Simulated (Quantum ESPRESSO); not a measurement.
# Energy of CaB₂ along an even scaling of the cell

System: CaB₂ (3 atoms in the cell).
Method: Kohn-Sham DFT of a periodic cell, PBE, SSSP 1.3 efficiency PBE, no spin polarisation (Quantum ESPRESSO 7.5).

The 7 runs differ only in the geometry, by an even scaling of the cell at fixed fractional positions. The structure derives from a Materials Project entry.

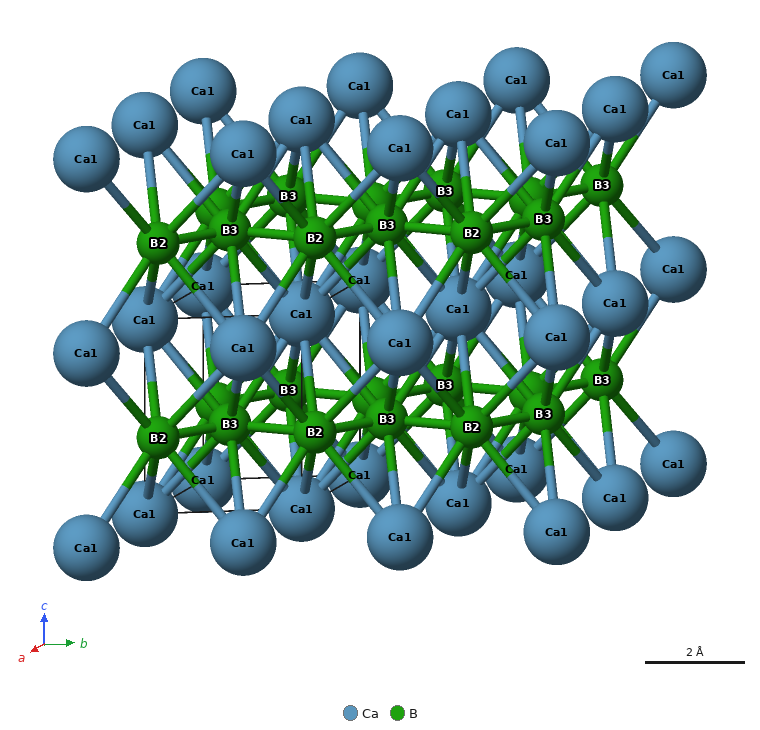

Figure 1. The structure of run 4 (ball-and-stick view of the cell of the calculation, repeated 2 × 3 × 2, seen slightly off an axis; atoms are numbered from 1 in the order of the input).

**The input of run 4**
```
&CONTROL
  calculation = 'scf'
  prefix = 'pwscf'
  outdir = './tmp'
  pseudo_dir = './pseudo'
  tprnfor = .true.
  tstress = .true.
  disk_io = 'low'
/
&SYSTEM
  ibrav = 0
  nat = 3
  ntyp = 2
  ecutwfc = 55
  ecutrho = 440
  nbnd = 14
  occupations = 'smearing'
  smearing = 'fd'
  degauss = 0.00367493
/
&ELECTRONS
  conv_thr = 6d-10
  electron_maxstep = 120
  mixing_beta = 0.5
/
ATOMIC_SPECIES
Ca    40.0780 Ca_pbe_v1.uspp.F.UPF
B     10.8100 b_pbe_v1.4.uspp.F.UPF
CELL_PARAMETERS angstrom
   3.2264302843    0.0000000000    0.0000000000
  -1.6132151421    2.7941705897    0.0000000000
   0.0000000000    0.0000000000    4.0673920000
ATOMIC_POSITIONS crystal
Ca     0.0000000000    0.0000000000    0.0000000000
B      0.6666666667    0.3333333333    0.5000000000
B      0.3333333333    0.6666666667    0.5000000000
K_POINTS automatic
9 9 7 0 0 0
```

**File pp_density.in of run 4**
```
&INPUTPP
  prefix = 'pwscf'
  outdir = './tmp'
  filplot = 'density.dat'
  plot_num = 0
/
&PLOT
  nfile = 1
  filepp(1) = 'density.dat'
  iflag = 3
  output_format = 6
  fileout = 'density.cube'
/
```

**File pp_potential.in of run 4**
```
&INPUTPP
  prefix = 'pwscf'
  outdir = './tmp'
  filplot = 'potential.dat'
  plot_num = 11
/
&PLOT
  nfile = 1
  filepp(1) = 'potential.dat'
  iflag = 3
  output_format = 6
  fileout = 'potential.cube'
/
```

Command:
```bash
OMP_NUM_THREADS=1 pw.x -in pw.in > pw.out
OMP_NUM_THREADS=1 pp.x -in pp_density.in > pp_density.out
OMP_NUM_THREADS=1 pp.x -in pp_potential.in > pp_potential.out
```

Run 3 has the same physical settings and fractional positions; its lattice vectors (Å) are:
```
   3.204776    0.000000    0.000000
  -1.602388    2.775417    0.000000
   0.000000    0.000000    4.040093
```

**Results, with one run withheld**

| run | volume per atom (Å³) | free energy per atom, from the lowest run given (meV) | pressure (GPa) |
| --- | --- | --- | --- |
| 1 | 11.489 | 15.99 | 7.75 |
| 2 | 11.734 | 6.39 | 4.73 |
| 3 | 11.978 | ? | ? |
| 4 | 12.223 | 0.00 | −0.52 |
| 5 | 12.467 | 2.46 | −2.80 |
| 6 | 12.712 | 8.24 | −4.88 |
| 7 | 12.956 | 17.05 | −6.76 |

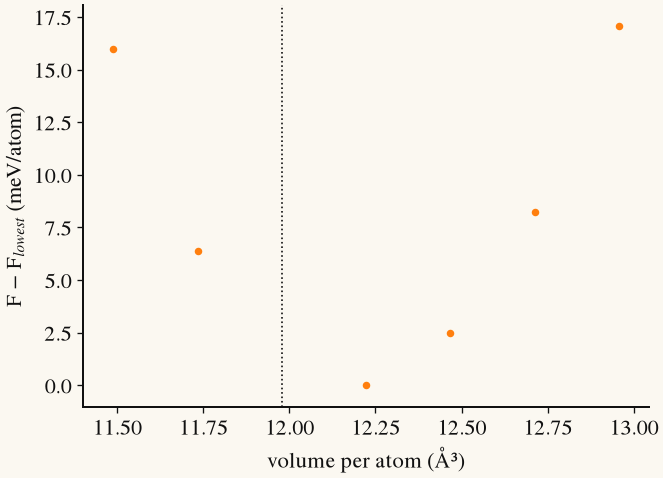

Figure 2. Free energy per atom of the runs given; the dotted line marks run 3.

Estimate the energy of run 3 from the others.

A cubic polynomial in V^(−2/3) (the Birch–Murnaghan form), fitted to the 6 runs given, misses them by at most 0.01 meV per atom. With x = V^(−2/3) − 0.18823 Å⁻², it reads F = 0.082274 − 405.99 x + 2.9063e+05 x² − 3.33e+05 x³ (meV per atom). At run 3 it gives 1.20 meV per atom, and the run itself gives 1.19. The slope of the fit gives a pressure −dF/dV of 2.06 GPa there, and the run prints 1.98 GPa. The two needn't agree exactly: the fit is approximate, and the printed stress is taken on a finite basis. The fit has its minimum at 12.177 Å³ per atom, where V d²F/dV² gives 121 GPa. Cell shape and fractional positions are held, so this is the stiffness under even scaling; the relaxed bulk modulus wasn't computed.

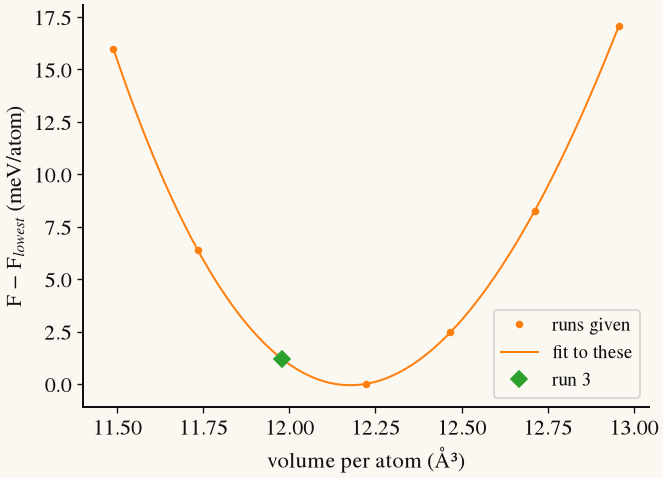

Figure 3. The fit and the withheld run.

**Some lines of the output (run 3)**
```
[...]
     number of k points=    48  Fermi-Dirac smearing, width (Ry)=  0.0037
     total energy              =     -87.68098284 Ry
     total energy              =     -87.73420075 Ry
     total energy              =     -87.74255885 Ry
     total energy              =     -87.74283744 Ry
     total energy              =     -87.74284795 Ry
     total energy              =     -87.74284857 Ry
     total energy              =     -87.74284862 Ry
     total energy              =     -87.74284863 Ry
     the Fermi energy is     9.5799 ev
!    total energy              =     -87.74284863 Ry
     The total energy is F=E-TS. E is the sum of the following terms:
     Computing stress (Cartesian axis) and pressure
          total   stress  (Ry/bohr**3)                   (kbar)     P=       19.79
```
